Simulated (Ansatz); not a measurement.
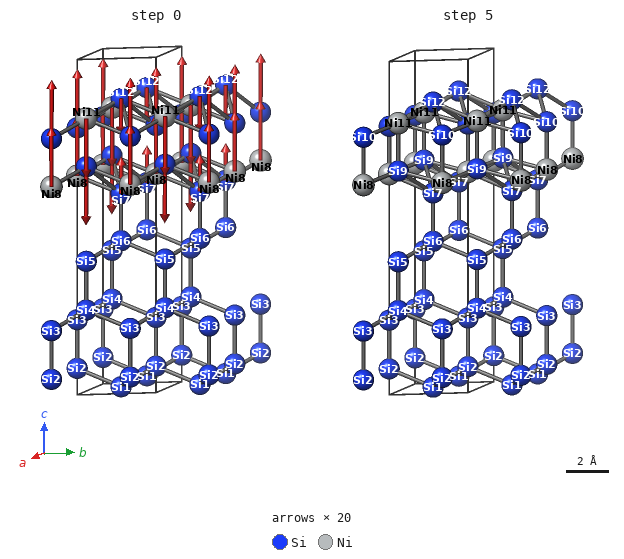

The structure of an interface cell of composition Si₅Ni before (left) and after (right) a relaxation, at one scale. The red arrows give the displacements (the part carried along by the change of the cell is left out), magnified 20 times.

The picture is a ball-and-stick view of the cell of the calculation, repeated 2 × 2 × 1 with one cell outlined, seen slightly off an axis.

Case: film shifted by (0, 0) in the plane.

All numbers below come from DFT r2SCAN, scalar-relativistic, plane waves, PAW in Ansatz 0.2.0. (plane-wave cutoff 500 eV; k-point mesh 9 × 9 × 2; occupations gaussian; smearing width 0.1 eV; no spin polarisation; cell relaxed at fixed a, b, gamma, alpha, beta; force threshold 0.02 eV/Å; at most 70 steps)

**What changed between the two?**

The largest moves relative to the cell, 0.15 Å, are those of Ni8 and Ni11. Ni8 goes along +c. Largest moves by element: Ni 0.15 Å, Si 0.14 Å. The drawn cell changes as follows: a = b unchanged at 3.849 Å, c 16.237 → 16.143 Å (−0.6 %); the volume changes by −0.6 %. Among the contacts that change: Si10–Si12 2.692 → 2.563 Å, Ni8–Si9 2.349 → 2.271 Å, Si1–Si12 2.280 → 2.342 Å, Ni11–Si12 2.348 → 2.365 Å. After 4 accepted moves (5 points after the start) the energy has fallen by 0.351 eV per cell of the calculation. Largest force component: 0.98 eV/Å at the start, 0.0085 eV/Å at the end. Pressure: −2.14 GPa at the start and −0.57 GPa at the end. The SCF was repeated once at an unchanged geometry on a basis and grid sized afresh for the cell, which shifted the energy by 0.2 meV per cell of the calculation at most. The run took 2.1 min on 8 threads of Intel(R) Xeon(R) Processor @ 2.10GHz (Emerald Rapids) (shared host), peak memory 1.6 GiB.
